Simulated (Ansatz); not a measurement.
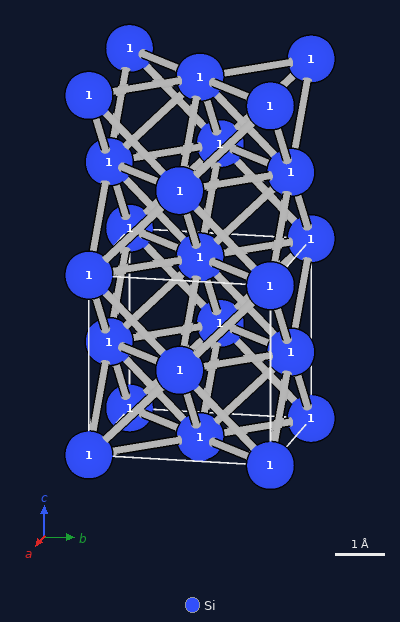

**Figure 1.** The input geometry (ball-and-stick view of the cell 4 times as large as that of the calculation, set on its symmetry axes, repeated 1 × 1 × 2, seen slightly off an axis; atoms are numbered from 1 in the order of the input). Near neighbours in the crystal (not all of them lie inside the picture): Si has 12 Si at 2.70 Å.

## Single-point calculation of Si

The run: single-point calculation of Si (1 atom in the cell). Method and program: DFT PBE, scalar-relativistic, plane waves, PAW, no spin polarisation (Ansatz 0.2.0).

The structure was made by swapping elements on the sites of another compound; it need not be a known phase. It belongs to a series of runs on one base structure; here: Al -> Si on all its sites, cell and atoms relaxed. Figures and captions count atoms from 1; the log counts them from 0 in places.

## Log
```
Engine: ansatz 0.2.0, x86_64-unknown-linux-gnu
Pseudopotentials: kind: paw
Pseudopotential: Si, paw, valence charge 4, recommended cutoff 420 eV (normal), Si.paw.azcp
Functional definition: PBE
  parameter kappa = 0.804
  parameter beta = 0.06672455060314922
  exchange = pbe_x(kappa = kappa, mu = beta*pi^2/3)
  correlation = pbe_c(beta = beta)
Crystal: 1 atoms, lattice volume = 13.920 Å³
Basis set: ecut = 420 eV, 283 PW (Γ), exchange–correlation on 40×40×40 points (8 copies of the dense FFT grid, shifted against one another)
Bands: 6, of which v1, the nominal top of the filled ones, is band 2 counted from 1 (1 counted from 0)
Symmetry: 48 space group operations
Space group: Fm-3m (ITA 225), of the structure as read, at distance tolerance 2.4e-5 Å
k-points: 29 of 512
Non-local potential: Si, projectors of the file, l = 0: 2, l = 1: 2, l = 2: 2
PAW form: soft (Blöchl's): semilocal exchange-correlation on the pseudo side does not see the compensation charge
PAW one-centre angular grid: Si, 110 points (default); XC on 64 Gauss nodes
Initial density: superposition of atomic densities (neutral atoms: chi_scale 0, normalization atom), corrected by the library's trained network
Initial wavefunctions: pseudopotential atomic-orbital guess
Functional: x = pbe(κ = 0.804, μ = 0.2195149727645171), c = pbe(β = 0.06672455060314922)
SCF iter   1: F=—  HF=-635.238021 eV  |F-HF|=—  |Δ(HF+E_count)|=         —  Δρ=2.34e-3  dr2=5.28e-4  ethr=1.77e-3  ⟨swp⟩=4.9  Hψ=1615  notcnv=0
preconditioner: auto → none  [insulator: Δε(μ)=0.140 eV  Ē_g=14.027 eV  σ=0.100 eV  W_gap=0.57  n_scr=0 (ndim 8)  ℏωp=19.9 eV  f_vac=0.000  D(μ)=1.04/eV (n_scr^D=14)  ε∞_Penn≈3.0]
SCF iter   2: F=—  HF=-635.238017 eV  |F-HF|=—  |Δ(HF+E_count)|=   4.06e-6  Δρ=1.13e-3  dr2=1.19e-4  ethr=1.32e-5  ⟨swp⟩=1.4  Hψ=418  notcnv=0
SCF iter   3: F=—  HF=-635.238027 eV  |F-HF|=—  |Δ(HF+E_count)|=   1.04e-5  Δρ=7.43e-5  dr2=7.65e-7  ethr=2.97e-6  ⟨swp⟩=2.0  Hψ=213  notcnv=0
SCF iter   4: F=—  HF=-635.238035 eV  |F-HF|=—  |Δ(HF+E_count)|=   7.92e-6  Δρ=3.23e-5  dr2=1.18e-7  ethr=1.91e-8  ⟨swp⟩=1.1  Hψ=170  notcnv=0
iter 5 did not close the SCF: its close was put off for the readings that it lacked (scf_convergence_deferred on its scf_iter line)
SCF iter   5: F=-635.238035 eV  HF=-635.238035 eV  |F-HF|=3.06e-10  |Δ(HF+E_count)|=   1.93e-8  Δρ=2.62e-6  dr2=9.42e-10  ethr=2.95e-9  ⟨swp⟩=2.0  Hψ=219  notcnv=0
SCF iter   6: F=-635.238035 eV  HF=-635.238035 eV  |F-HF|=2.60e-11  |Δ(HF+E_count)|=  2.58e-10  Δρ=6.87e-7  dr2=6.72e-11  ethr=2.35e-11  ⟨swp⟩=1.8  Hψ=537  notcnv=0
SCF 1 converged in 6 iterations: F = -635.238035 eV  dr2 = 6.72e-11
  greatest PAW one-centre occupation: 0.671 electrons in one spin orbital (limit 2), on the Si atom at site 0 (counted from 0), in its partial waves of l = 0
SCF converged after 6 iterations
Free energy (F): -635.238035 eV
Harris-Foulkes:  -635.238035 eV  (|F-HF|=2.60e-11)
Internal energy: -635.232800 eV  (E = F + TS)
E sigma→0 (E₀):  -635.235418 eV
Entropy (-TS):   -0.005235 eV (-5.235 meV/atom)
Fermi energy:    11.414765 eV
--- Per-component energies (eV) ---
  E_band       = 21.756632
  E_kinetic    = 41.862889
  E_local      = 4.102057  (includes V_loc(G=0)·N_el)
  E_nonlocal   = 25.270523
  E_hartree    = 0.359733
  E_xc         = -56.356575
  E_vxc        = -48.286967  (∫ρ·V_xc dr)
  E_paw        = -512.158231  (= ΣΔE_a)
  E_vpaw       = -1.911353  (= ΣTr[D̂ρ^β])
  E_aug_tail   = 0.000008  (compensation charges beyond the density's cutoff)
  E_ewald      = -138.313204
  E_smearing   = -0.005235  (= −TS)
  E_closure    = -0.000000  (closes the sum)
  Σ components = -635.238035   (vs F -635.238035, Δ=0.00e0)
--- Forces (eV/Å), atoms counted from 1 ---
  atom   1  Si     0.00000000     0.00000000     0.00000000
  max |Σ_I F_I| component: 3.18e-32 eV/Å
--- Stress (GPa, compression-positive) ---
        2.599873       0.000000       0.000000
        0.000000       2.599873       0.000000
        0.000000      -0.000000       2.599873
  P = ⅓ Tr σ = 2.5999 GPa (25.999 kbar)
--- Band table (eV; the first three rows and the last of 29) ---
  k-point 0: bands = ["-3.5474", "22.8894", "22.8894", "22.8894", "23.3222", "23.3222"]
  k-point 1: bands = ["-3.0805", "17.9648", "21.3708", "21.3708", "24.8565", "25.3187"]
  k-point 2: bands = ["-1.6865", "12.6033", "20.3921", "20.3921", "24.7180", "24.9552"]
  k-point 28: bands = ["8.0591", "8.0591", "8.6993", "9.6098", "26.0551", "26.5307"]
```

The run was set up as follows.

## The input
```yaml
crystal:
  lattice:
    - [0.0, 1.9093011028, 1.9093011028]
    - [1.9093011028, 0.0, 1.9093011028]
    - [1.9093011028, 1.9093011028, 0.0]
  atoms:
    - { symbol: Si, position: [0.0, 0.0, 0.0] }
basis:
  ecutwfc: 420
kpoints:
  mp_grid: { grid: [8, 8, 8] }
hamiltonian:
  xc: pbe
scf:
  occupations: { method: gaussian, width: 0.1 }
output:
  forces: true
  stress: true
  eigenvalues: true
```

Launch command:
```bash
ansatz run input.yaml --threads 1 --pin off --max-ram 2560MiB --backend cpu --events-out ev --progress --plain --runs-dir out
```

## Key numbers

```csv
quantity,value
outcome,converged
space group (tolerance 0.01 Å),Fm-3m (225)
electrons treated,4
free energy,−635.2380 eV
Fermi energy,11.415 eV
gap on the k-point mesh,none (metallic)
pressure,2.60 GPa
largest force (length of the vector),under 0.001 eV/Å
hardware,"1 thread of AMD EPYC (Zen 3), 32 GiB of memory available, shared host"
wall time,0.53 s
peak memory,0.3 GiB
```
